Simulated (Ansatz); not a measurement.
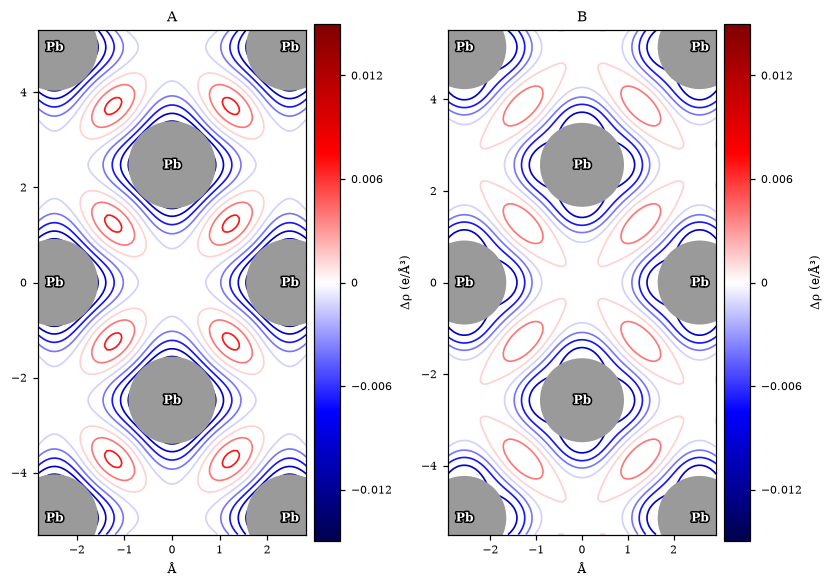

Pb: deformation density on the (100) plane of the conventional cell at two volumes, with the same fractional coordinates and one colour scale. Grey discs cover the cores.

Space group Fm-3m.

Level of theory: DFT PBE, scalar-relativistic, plane waves, PAW in Ansatz.

How do the two volumes compare, and how does the bonding charge respond?

B is the larger cell: B has 112 % of the volume of A. From A to B, Pb–Pb goes from 3.50 to 3.63 Å, and Δρ at its midpoint from +0.007 to +0.006 e/Å³. The pressure is 2.8 GPa in A and −1.9 GPa in B. The rearranged charge is 0.07 e an atom in A and 0.08 e in B.

Run times: 3.7 s (base cell) and 3.8 s (scaled cell), on 1 thread of Arm Neoverse V1 (shared host).
